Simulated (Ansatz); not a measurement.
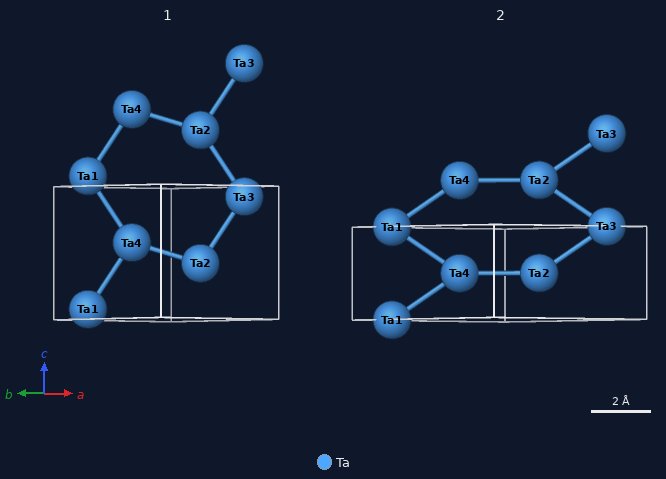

Two geometries of crystalline Ta (built on the alpha-gallium_64 type) (coarse preliminary run), drawn at one scale. One is the start of a relaxation, the other its converged end. The picture is a ball-and-stick view of the cell of the calculation, repeated 1 × 1 × 2 with one cell outlined, seen from a free direction.

These are results of DFT r2SCAN, scalar-relativistic, plane waves, PAW (Ansatz 0.2.0), not measurements. (plane-wave cutoff 500 eV; k-point mesh 4 × 4 × 4; occupations gaussian; smearing width 0.1 eV; no spin polarisation; cell and atoms relaxed; force threshold 0.04 eV/Å; at most 70 steps)

Which geometry has the lower energy?

Structure 2 is the relaxed one. Case: alpha-gallium type (Cmce, No. 64). Over 12 accepted moves (13 points after the start) the energy falls by 1200 meV per atom. Largest force component: 2 eV/Å at the start, 0.019 eV/Å at the end. The pressure goes from 19.61 to 0.22 GPa. At 1 point the geometry stayed and the basis and grid were re-selected for the new cell (energy shift of 3.0 meV per atom at most each time). The largest moves relative to the cell, 0.30 Å, are those of Ta1, Ta2, Ta3 and Ta4. Ta3 goes roughly along [1 −1 3]. The volume changes by −3.8 %, with a = b 4.439 → 5.540 Å (+24.8 %), c 4.517 → 3.153 Å (−30.2 %), γ 118.9° → 129.2°. Some distances before and after: Ta1–Ta1 4.517 → 3.153 Å, Ta1–Ta2 3.728 → 2.850 Å, Ta1–Ta3 2.795 → 3.304 Å, Ta1–Ta3 (another image) 2.438 → 2.708 Å. New bonds form: Ta1–Ta2 (3.73 → 2.85 Å), Ta3–Ta4 (3.73 → 2.85 Å). Among the angles between lasting bonds that change: Ta4–Ta1–Ta4 113.1° → 68.9°, Ta3–Ta1–Ta4 106.5° → 145.6°, Ta2–Ta1–Ta4 118.2° → 108.2°. The space group (tolerance 0.01 Å) goes from Cmce (No. 64) to Fmmm (No. 69). The run took about 110 core-seconds on a shared host.
